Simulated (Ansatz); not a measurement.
Run report: AlCu3, single-point calculation

The run: single-point calculation of AlCu3 (P6₃/mmc, 8 atoms in the cell). Method and program: DFT PBEsol, scalar-relativistic, plane waves, PAW, no spin polarisation (Ansatz 0.2.0).

The structure derives from a Materials Project entry.

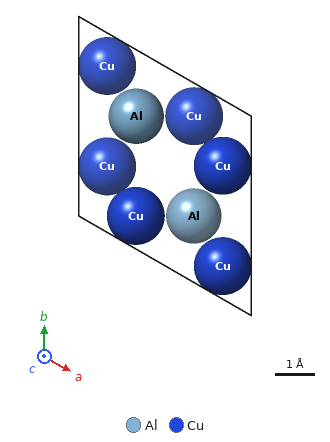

*The structure (spheres-only view of the cell of the calculation, along the c axis). An atom can appear more than once, as a periodic image.*

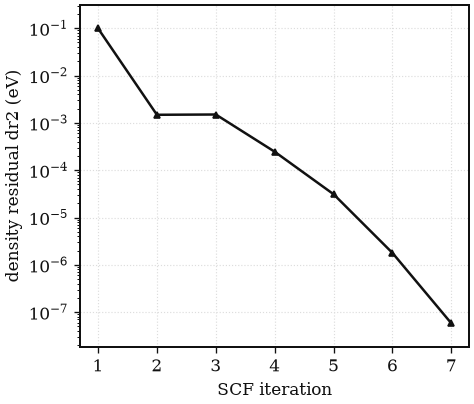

*Convergence of the self-consistent field: density residual dr2 against the SCF iteration.*

The residual falls almost steadily, with no more than small rises.

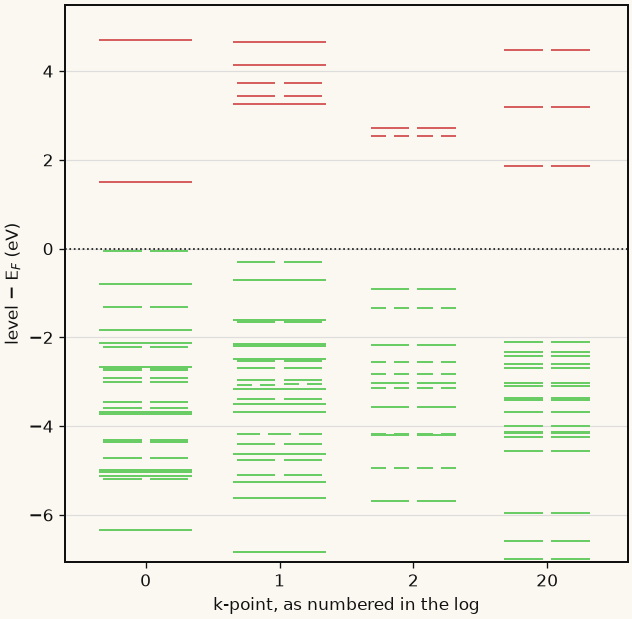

*Kohn–Sham levels near the Fermi level (dotted) at the few k-points that the log prints; levels within 0.02 eV of each other stand side by side.*

The system is metallic on the full mesh.

The input and output of the run follow.

## The input
```yaml
crystal:
  lattice:
    - [5.137917364, 0.0, 0.0]
    - [-2.568958682, 4.4495669597, 0.0]
    - [0.0, 0.0, 4.20614006]
  atoms:
    - { symbol: Al, position: [0.66666667, 0.33333333, 0.25] }
    - { symbol: Al, position: [0.33333333, 0.66666667, 0.75] }
    - { symbol: Cu, position: [0.33106471, 0.16553236, 0.75] }
    - { symbol: Cu, position: [0.83446764, 0.16553236, 0.75] }
    - { symbol: Cu, position: [0.83446764, 0.66893529, 0.75] }
    - { symbol: Cu, position: [0.66893529, 0.83446764, 0.25] }
    - { symbol: Cu, position: [0.16553236, 0.83446764, 0.25] }
    - { symbol: Cu, position: [0.16553236, 0.33106471, 0.25] }
basis:
  ecutwfc: 420
kpoints:
  mp_grid: { grid: [6, 6, 4] }
hamiltonian:
  xc: pbesol
scf:
  occupations: { method: gaussian, width: 0.1 }
output:
  forces: true
  stress: true
  eigenvalues: true
```

Run as:
```bash
ansatz run input.yaml --threads 2 --pin off --max-ram 5120MiB --backend cpu --events-out ev --progress --plain --runs-dir out
```

## What the program printed
```
Engine: ansatz 0.2.0, x86_64-unknown-linux-gnu
Pseudopotentials: kind: paw
Pseudopotential: Al, paw, valence charge 3, recommended cutoff 420 eV (normal), Al.paw.azcp
Pseudopotential: Cu, paw, valence charge 19, recommended cutoff 420 eV (normal), Cu.paw.azcp
Functional definition: PBEsol
  exchange = pbesol_x
  correlation = pbesol_c
Crystal: 8 atoms, lattice volume = 96.159 Å³
Basis set: ecut = 420 eV, 1881 PW (Γ), exchange–correlation on 72×72×60 points (8 copies of the dense FFT grid, shifted against one another)
Bands: 72, of which v1, the nominal top of the filled ones, is band 60 counted from 1 (59 counted from 0)
Symmetry: 24 space group operations
Space group: P63/mmc (ITA 194), of the structure as read, at distance tolerance 4.6e-5 Å
k-points: 21 of 144
Non-local potential: Al, projectors of the file, l = 0: 2, l = 1: 2, l = 2: 1
Non-local potential: Cu, projectors of the file, l = 0: 3, l = 1: 2, l = 2: 3, l = 3: 1
PAW form: soft (Blöchl's): semilocal exchange-correlation on the pseudo side does not see the compensation charge
PAW frozen core: Al, regenerated for the run's functional, and the local potential with it (the file was generated under x = pbe(κ = 0.804, μ = 0.2195149727645171), c = pbe(β = 0.06672455060314922))
PAW frozen core: Cu, regenerated for the run's functional, and the local potential with it (the file was generated under x = pbe(κ = 0.804, μ = 0.2195149727645171), c = pbe(β = 0.06672455060314922))
PAW one-centre angular grid: Al, 110 points (default); XC on 64 Gauss nodes
PAW one-centre angular grid: Cu, 590 points (default); XC on 64 Gauss nodes
Initial density: superposition of atomic densities (neutral atoms: chi_scale 0, normalization atom), corrected by the library's trained network
Initial wavefunctions: pseudopotential atomic-orbital guess
Functional: x = pbesol(κ = 0.804, μ = 0.12345679012345678), c = pbesol(β = 0.046)
SCF iter   1: F=—  HF=-40583.296317 eV  |F-HF|=—  |Δ(HF+E_count)|=         —  Δρ=1.44e-2  dr2=9.92e-2  ethr=1.77e-3  ⟨swp⟩=5.3  Hψ=5447  notcnv=0  defer=22
preconditioner: auto → Kerker (q_TF=auto, 2.831 Å⁻¹)  [metal: Δε(μ)=0.064 eV  Ē_g=8.807 eV  σ=0.100 eV  W_gap=0.34  n_scr=32 (ndim 8)  ℏωp=32.1 eV  f_vac=0.000  D(μ)=5.69/eV (n_scr^D=58)]
SCF iter   2: F=—  HF=-40583.273123 eV  |F-HF|=—  |Δ(HF+E_count)|=   2.32e-2  Δρ=1.34e-3  dr2=1.48e-3  ethr=8.27e-5  ⟨swp⟩=2.0  Hψ=2570  notcnv=0  defer=96
SCF iter   3: F=—  HF=-40583.272066 eV  |F-HF|=—  |Δ(HF+E_count)|=   1.06e-3  Δρ=1.56e-3  dr2=1.50e-3  ethr=1.23e-6  ⟨swp⟩=2.0  Hψ=2559  notcnv=0  defer=96
SCF iter   4: F=—  HF=-40583.271618 eV  |F-HF|=—  |Δ(HF+E_count)|=   4.48e-4  Δρ=5.45e-4  dr2=2.45e-4  ethr=1.23e-6  ⟨swp⟩=2.2  Hψ=2101  notcnv=0  defer=96
SCF iter   5: F=—  HF=-40583.271542 eV  |F-HF|=—  |Δ(HF+E_count)|=   7.60e-5  Δρ=1.43e-4  dr2=3.10e-5  ethr=2.04e-7  ⟨swp⟩=2.0  Hψ=2028  notcnv=0  defer=96
SCF iter   6: F=—  HF=-40583.271477 eV  |F-HF|=—  |Δ(HF+E_count)|=   6.50e-5  Δρ=3.10e-5  dr2=1.78e-6  ethr=2.59e-8  ⟨swp⟩=2.0  Hψ=2146  notcnv=0  defer=96
SCF iter   7: F=-40583.271476 eV  HF=-40583.271476 eV  |F-HF|=4.88e-8  |Δ(HF+E_count)|=   9.70e-7  Δρ=6.68e-6  dr2=5.79e-8  ethr=8.33e-11  ⟨swp⟩=7.6  Hψ=6912  notcnv=0
SCF 1 converged in 7 iterations: F = -40583.271476 eV  dr2 = 5.79e-8
  greatest PAW one-centre occupation: 1.000 electrons in one spin orbital (limit 2), on the Cu atom at site 7 (counted from 0), in its partial waves of l = 0
SCF converged after 7 iterations
Free energy (F): -40583.271476 eV
Harris-Foulkes:  -40583.271476 eV  (|F-HF|=4.88e-8)
Internal energy: -40583.244267 eV  (E = F + TS)
E sigma→0 (E₀):  -40583.257872 eV
Entropy (-TS):   -0.027209 eV (-3.401 meV/atom)
Fermi energy:    15.375925 eV
--- Per-component energies (eV) ---
  E_band       = -2312.228660
  E_kinetic    = 1852.548011
  E_local      = -27970.980855  (includes V_loc(G=0)·N_el)
  E_nonlocal   = 2359.731168
  E_hartree    = 12446.390681
  E_xc         = -618.127151
  E_vxc        = -757.502647  (∫ρ·V_xc dr)
  E_paw        = -10659.214939  (= ΣΔE_a)
  E_vpaw       = -2688.786854  (= ΣTr[D̂ρ^β])
  E_aug_tail   = 0.001481  (compensation charges beyond the density's cutoff)
  E_ewald      = -17994.868155
  E_core_change = 1.275491  (= ΣΔE_core)
  E_smearing   = -0.027209  (= −TS)
  E_closure    = -0.000000  (closes the sum)
  Σ components = -40583.271476   (vs F -40583.271476, Δ=0.00e0)
--- Forces (eV/Å), atoms counted from 1 ---
  atom   1  Al     0.00000000    -0.00000000     0.00000000
  atom   2  Al    -0.00000000     0.00000000     0.00000000
  atom   3  Cu    -0.00796976    -0.00460134     0.00000000
  atom   4  Cu     0.00796976    -0.00460134     0.00000000
  atom   5  Cu    -0.00000000     0.00920268     0.00000000
  atom   6  Cu     0.00796976     0.00460134     0.00000000
  atom   7  Cu    -0.00796976     0.00460134     0.00000000
  atom   8  Cu     0.00000000    -0.00920268     0.00000000
  max |Σ_I F_I| component: 1.73e-17 eV/Å
--- Stress (GPa, compression-positive) ---
        0.117540       0.000000       0.000000
        0.000000       0.117540       0.000000
        0.000000       0.000000      -1.809633
  P = ⅓ Tr σ = -0.5249 GPa (-5.249 kbar)
--- Band table (eV; the first three rows and the last of 21) ---
  k-point 0: bands = ["-97.4978", "-97.4892", "-97.4892", "-97.4892", "-97.4849", "-97.4849", "-55.0553", "-55.0553", "-55.0541", "-55.0461", "-55.0461", "-55.0335", "-55.0294", "-55.0294", "-55.0198", "-55.0097", "-55.0053", "-54.9954", "-54.9954", "-54.9847", "-54.9487", "-54.9487", "-54.9453", "-54.9453", "4.6054", "9.0388", "10.1798", "10.1798", "10.2448", "10.3504", "10.3833", "10.6684", "10.6684", "11.0197", "11.0197", "11.0704", "11.0704", "11.6400", "11.6658", "11.7019", "11.7957", "11.7957", "11.9293", "11.9293", "12.3717", "12.3717", "12.4581", "12.4581", "12.6428", "12.6428", "12.6735", "12.6735", "12.7192", "13.1492", "13.1591", "13.2430", "13.5446", "14.0507", "14.0507", "14.5816", "15.3160", "15.3160", "16.8706", "20.0792", "20.9474", "20.9474", "21.1075", "21.1075", "22.0925", "22.4740", "22.4740", "23.2877"]
  k-point 1: bands = ["-97.4966", "-97.4904", "-97.4886", "-97.4886", "-97.4856", "-97.4856", "-55.0603", "-55.0603", "-55.0519", "-55.0519", "-55.0464", "-55.0300", "-55.0212", "-55.0181", "-55.0181", "-55.0132", "-55.0050", "-54.9959", "-54.9959", "-54.9914", "-54.9483", "-54.9483", "-54.9458", "-54.9458", "5.1448", "8.5410", "9.7536", "10.1095", "10.2859", "10.2859", "10.6223", "10.6223", "10.7583", "10.9740", "10.9740", "11.1981", "11.1981", "11.2040", "11.6970", "11.8841", "11.9774", "11.9774", "12.2222", "12.3018", "12.3018", "12.3204", "12.3204", "12.4149", "12.4149", "12.6763", "12.6763", "12.8556", "12.8556", "12.8974", "13.1756", "13.2316", "13.7273", "13.7273", "13.7719", "14.6698", "15.0712", "15.0712", "18.6444", "18.8114", "18.8114", "19.0992", "19.0992", "19.5151", "20.0298", "25.2107", "25.2107", "25.7958"]
  k-point 2: bands = ["-97.4935", "-97.4935", "-97.4871", "-97.4871", "-97.4871", "-97.4871", "-55.0602", "-55.0602", "-55.0602", "-55.0602", "-55.0301", "-55.0301", "-55.0216", "-55.0216", "-55.0029", "-55.0029", "-55.0029", "-55.0029", "-55.0019", "-55.0019", "-54.9471", "-54.9471", "-54.9471", "-54.9471", "6.6705", "6.6705", "9.6914", "9.6914", "10.4405", "10.4405", "10.4405", "10.4405", "11.1705", "11.1705", "11.1994", "11.1994", "11.1994", "11.1994", "11.8017", "11.8017", "12.2439", "12.2439", "12.2439", "12.2439", "12.3590", "12.3590", "12.5527", "12.5527", "12.5527", "12.5527", "12.8174", "12.8174", "12.8174", "12.8174", "13.2039", "13.2039", "14.0469", "14.0469", "14.0469", "14.0469", "14.4763", "14.4763", "17.9185", "17.9185", "17.9185", "17.9185", "18.1045", "18.1045", "24.7161", "24.7161", "27.8213", "27.8213"]
  k-point 20: bands = ["-97.4906", "-97.4906", "-97.4900", "-97.4900", "-97.4871", "-97.4871", "-55.0577", "-55.0577", "-55.0494", "-55.0494", "-55.0350", "-55.0350", "-55.0208", "-55.0208", "-55.0058", "-55.0058", "-55.0005", "-55.0005", "-54.9775", "-54.9775", "-54.9774", "-54.9774", "-54.9500", "-54.9500", "8.3915", "8.3915", "8.7874", "8.7874", "9.4171", "9.4171", "10.8255", "10.8255", "11.1424", "11.1424", "11.2197", "11.2197", "11.2441", "11.2441", "11.3762", "11.3762", "11.6929", "11.6929", "11.9574", "11.9574", "12.0026", "12.0026", "12.2911", "12.2911", "12.3569", "12.3569", "12.6846", "12.6846", "12.7744", "12.7744", "12.9539", "12.9539", "13.0466", "13.0466", "13.2733", "13.2733", "17.2360", "17.2360", "18.5607", "18.5607", "19.8502", "19.8502", "24.1144", "24.1144", "24.5322", "24.5322", "25.0212", "25.0212"]
```

## Summary

- outcome: converged
- space group (tolerance 0.01 Å): P6₃/mmc (194)
- electrons treated: 120
- free energy: −40583.2715 eV
- Fermi energy: 15.376 eV
- gap on the k-point mesh: none (metallic)
- pressure: −0.52 GPa
- largest force (length of the vector): 0.009 eV/Å
- hardware: 2 threads of Intel Xeon @ 2.90GHz (Ice Lake), 192 GiB of memory available, shared host
- wall time: 3.9 s (CPU time 7.4 s)
- peak memory: 0.47 GiB
